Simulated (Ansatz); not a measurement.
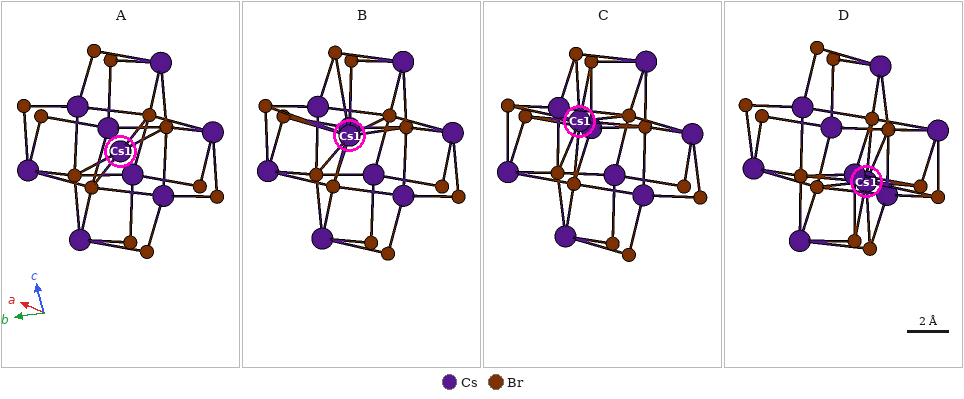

4 geometries from a converged minimum-energy path of a defect cell of composition Cs11Br12 (cell charge −1) with a Cs vacancy (23 atoms in the cell), shuffled. Style: ball-and-stick. Shown: the atoms within 6.1 Å of the middle of the path, from a free direction. The moving atom is ringed, with any periodic copies. Bonds to atoms that aren't drawn are left out.

All numbers below come from Ansatz, DFT PBE, scalar-relativistic, plane waves, PAW. Settings: plane-wave cutoff 420 eV; k-point mesh 2 × 2 × 2; Gaussian smearing 0.05 eV; 3 movable images; climbing image from the first iteration; force threshold 0.05 eV/Å; iteration limit 5.

> One of them is the converged climbing image. Which?

A. In order along the path, whose images run from 0 to 4: C (image 0, 0.00 eV), B (image 1, +0.18 eV), A (image 2, +0.36 eV), D (image 4, 0.00 eV). It is a vacancy jump: a nearby atom moves into the empty site and leaves its own site empty. A Cs atom travels furthest, 3.86 Å from end to end, along [−1 0 −1], on a straight line. At the highest image its nearest neighbour (Br) is 3.40 Å away, against 3.69 Å at the start, and the surrounding atoms stand up to 0.17 Å off the mean of their end positions.

Limits of the set-up: the cell is charged, on a uniform background, and energies carry no finite-size correction.
